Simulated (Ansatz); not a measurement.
**What a change does: single-point calculation on Ir**

System: Ir (1 atom in the cell).
Method of run 1: DFT, PBE, all-electron LAPW, scalar-relativistic, no spin polarisation (Ansatz 0.2.0).

The structure derives from an entry of the Crystallography Open Database. Text and figures count atoms from 1; the logs count them from 0 in places.

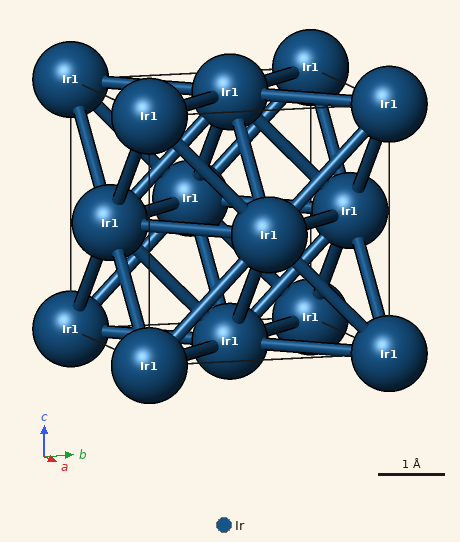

The structure (ball-and-stick view of the cell 4 times as large as that of the calculation, set on its symmetry axes, seen slightly off an axis; atoms are numbered from 1 in the order of the input). Near neighbours in the crystal (not all of them lie inside the picture): Ir has 12 Ir at 2.71 Å.

Input file, run 1:
```yaml
crystal:
  lattice:
    - [0.0, 1.9197, 1.9197]
    - [1.9197, 0.0, 1.9197]
    - [1.9197, 1.9197, 0.0]
  atoms:
    - { symbol: Ir, position: [0.0, 0.0, 0.0] }
kpoints:
  mp_grid: { grid: [18, 18, 18] }
scf:
  occupations: { method: gaussian, width: 0.2 }
hamiltonian:
  xc: pbe
  pseudopotentials: { kind: all_electron, lapw: { basis_error: 0.0005 } }
output:
  forces: true
  stress: true
  eigenvalues: true
```

Hardware: 1 thread of an x86-64 CPU, shared host.

Output, shortened to warnings, some set-up lines, iterations and results (run 1):
```
Basis set: ecut = 304.50331501389724 eV, 169 PW (Γ), exchange–correlation at level 2
Symmetry: 48 space group operations
k-points: 195 of 5832
Initial density: superposition of atomic densities (chi_scale 0.1, normalization cell)
[...]
SCF iter   1: F=—  HF=-485026.049089 eV  |F-HF|=—  |Δ(HF+E_count)|=         —  Δρ=1.71e-2  dr2=1.62e-2  ethr=3.89e-5  ⟨swp⟩=3.4  Hψ=31819  notcnv=0
SCF iter   2: F=—  HF=-485025.983265 eV  |F-HF|=—  |Δ(HF+E_count)|=   6.58e-2  Δρ=6.24e-3  dr2=2.63e-3  ethr=3.89e-5  ⟨swp⟩=2.5  Hψ=14256  notcnv=0
SCF iter   3: F=—  HF=-485025.981471 eV  |F-HF|=—  |Δ(HF+E_count)|=         —  Δρ=3.54e-3  dr2=8.23e-4  ethr=6.41e-6  ⟨swp⟩=2.0  Hψ=14151  notcnv=0
SCF iter   4: F=—  HF=-485025.981822 eV  |F-HF|=—  |Δ(HF+E_count)|=   3.51e-4  Δρ=9.76e-4  dr2=6.94e-5  ethr=1.69e-7  ⟨swp⟩=2.0  Hψ=24074  notcnv=0
SCF iter   5: F=—  HF=-485025.981870 eV  |F-HF|=—  |Δ(HF+E_count)|=   4.75e-5  Δρ=7.06e-5  dr2=3.94e-7  ethr=1.69e-7  ⟨swp⟩=2.0  Hψ=14151  notcnv=0
SCF iter   6: F=-485025.981870 eV  HF=-485025.981870 eV  |F-HF|=1.75e-9  |Δ(HF+E_count)|=   2.55e-7  Δρ=2.81e-6  dr2=3.10e-10  ethr=9.60e-10  ⟨swp⟩=3.0  Hψ=14644  notcnv=0
SCF 1 converged in 6 iterations: F = -485025.981870 eV  dr2 = 3.10e-10
SCF converged after 6 iterations
Free energy (F): -485025.981870 eV
Harris-Foulkes:  -485025.981870 eV  (|F-HF|=1.75e-9)
Internal energy: -485025.963303 eV  (E = F + TS)
E sigma→0 (E₀):  -485025.972586 eV
Entropy (-TS):   -0.018567 eV (-18.567 meV/atom)
Fermi energy:    32.013159 eV
--- Per-component energies (eV) ---
  E_band       = -2865.463484
  E_kinetic    = 548828.050175
  E_xc         = -9475.604554
  E_electrostatic = -1024378.408924  (all electrons and nuclei)
  E_smearing   = -0.018567  (= −TS)
  E_closure    = 0.000000  (closes the sum)
  E_atoms      = -485016.743210  (free atoms, spherical and without spin; not in F)
  Σ components = -485025.981870   (vs F -485025.981870, Δ=0.00e0)
  Basis errors (estimates in eV, not in F): energy 1.1e-4 per atom: plane waves 9.3e-5 (4.7e-5 summed), levels above the bands 0.0e0, relativity 4.2e-8, radial functions 2.1e-5, core shells 4.0e-7; eigenvalues (radial functions only) 7.4e-7; not estimated: angular momenta, meshes, grids; target …
--- Forces (eV/Å), atoms counted from 1 ---
  atom   1  Ir    -0.00000000    -0.00000000    -0.00000000
  max |Σ_I F_I| component: 3.78e-31 eV/Å
--- Stress (GPa, compression-positive) ---
        9.048453       0.000000      -0.000000
        0.000000       9.048453      -0.000000
       -0.000000      -0.000000       9.048453
  P = ⅓ Tr σ = 9.0485 GPa (90.485 kbar)
```

The input of run 2 differs as follows (lines with − go, lines with + come):
```diff
-  occupations: { method: gaussian, width: 0.2 }
+  occupations: { method: fermi_dirac, width: 0.01 }
```

What does this change do to the results?

The total energy of run 2 is 0.6 meV per atom higher, which comes with the changed settings and measures no stability. The pressure goes from 9.05 to 8.86 GPa. The number of SCF iterations is the same.

Output, shortened to warnings, some set-up lines, iterations and results (run 2):
```
Basis set: ecut = 304.50331501389724 eV, 169 PW (Γ), exchange–correlation at level 2
Symmetry: 48 space group operations
k-points: 195 of 5832
Initial density: superposition of atomic densities (chi_scale 0.1, normalization cell)
[...]
SCF iter   1: F=—  HF=-485026.039625 eV  |F-HF|=—  |Δ(HF+E_count)|=         —  Δρ=1.71e-2  dr2=1.61e-2  ethr=3.89e-5  ⟨swp⟩=3.4  Hψ=31819  notcnv=0
SCF iter   2: F=—  HF=-485025.973564 eV  |F-HF|=—  |Δ(HF+E_count)|=   6.61e-2  Δρ=6.26e-3  dr2=2.65e-3  ethr=3.89e-5  ⟨swp⟩=3.0  Hψ=15612  notcnv=0
SCF iter   3: F=—  HF=-485025.971779 eV  |F-HF|=—  |Δ(HF+E_count)|=         —  Δρ=3.53e-3  dr2=8.20e-4  ethr=6.46e-6  ⟨swp⟩=2.0  Hψ=14760  notcnv=0
SCF iter   4: F=—  HF=-485025.972122 eV  |F-HF|=—  |Δ(HF+E_count)|=   3.43e-4  Δρ=9.73e-4  dr2=6.91e-5  ethr=1.69e-7  ⟨swp⟩=2.0  Hψ=24464  notcnv=0
SCF iter   5: F=—  HF=-485025.972169 eV  |F-HF|=—  |Δ(HF+E_count)|=   4.70e-5  Δρ=7.08e-5  dr2=3.97e-7  ethr=1.69e-7  ⟨swp⟩=2.0  Hψ=14096  notcnv=0
SCF iter   6: F=-485025.972169 eV  HF=-485025.972169 eV  |F-HF|=1.69e-9  |Δ(HF+E_count)|=   2.55e-7  Δρ=2.71e-6  dr2=2.84e-10  ethr=9.68e-10  ⟨swp⟩=3.0  Hψ=14586  notcnv=0
SCF 1 converged in 6 iterations: F = -485025.972169 eV  dr2 = 2.84e-10
SCF converged after 6 iterations
Free energy (F): -485025.972169 eV
Harris-Foulkes:  -485025.972169 eV  (|F-HF|=1.69e-9)
Internal energy: -485025.971816 eV  (E = F + TS)
E sigma→0 (E₀):  -485025.971993 eV
Entropy (-TS):   -0.000353 eV (-0.353 meV/atom)
Fermi energy:    32.031274 eV
--- Per-component energies (eV) ---
  E_band       = -2865.540794
  E_kinetic    = 548828.007770
  E_xc         = -9475.601237
  E_electrostatic = -1024378.378348  (all electrons and nuclei)
  E_smearing   = -0.000353  (= −TS)
  E_closure    = 0.000000  (closes the sum)
  E_atoms      = -485016.743210  (free atoms, spherical and without spin; not in F)
  Σ components = -485025.972169   (vs F -485025.972169, Δ=0.00e0)
  Basis errors (estimates in eV, not in F): energy 1.1e-4 per atom: plane waves 9.3e-5 (4.7e-5 summed), levels above the bands 0.0e0, relativity 4.2e-8, radial functions 2.1e-5, core shells 4.0e-7; eigenvalues (radial functions only) 7.4e-7; not estimated: angular momenta, meshes, grids; target …
--- Forces (eV/Å), atoms counted from 1 ---
  atom   1  Ir     0.00000000    -0.00000000     0.00000000
  max |Σ_I F_I| component: 2.05e-31 eV/Å
--- Stress (GPa, compression-positive) ---
        8.859115       0.000000      -0.000000
        0.000000       8.859115       0.000000
       -0.000000       0.000000       8.859115
  P = ⅓ Tr σ = 8.8591 GPa (88.591 kbar)
```

The two runs side by side:

```tsv
quantity	run 1	run 2
outcome	converged	converged
free energy per atom (eV)	−485025.9819	−485025.9722
energy per atom, smearing taken to zero (eV)	−485025.9726	−485025.9720
pressure (GPa)	9.05	8.86
largest force (eV/Å)	0.000	0.000
SCF iterations	6	6
irreducible k-points	195	195
plane waves at Γ	169	169
wall time (shared host)	20 s	19 s
```

For both runs: Spin–orbit coupling is left out, which matters for Ir. For run 1: The cell is under a pressure of 9.0 GPa at this level, so it is not at its equilibrium volume. For run 2: The cell is under a pressure of 8.9 GPa at this level, so it is not at its equilibrium volume.
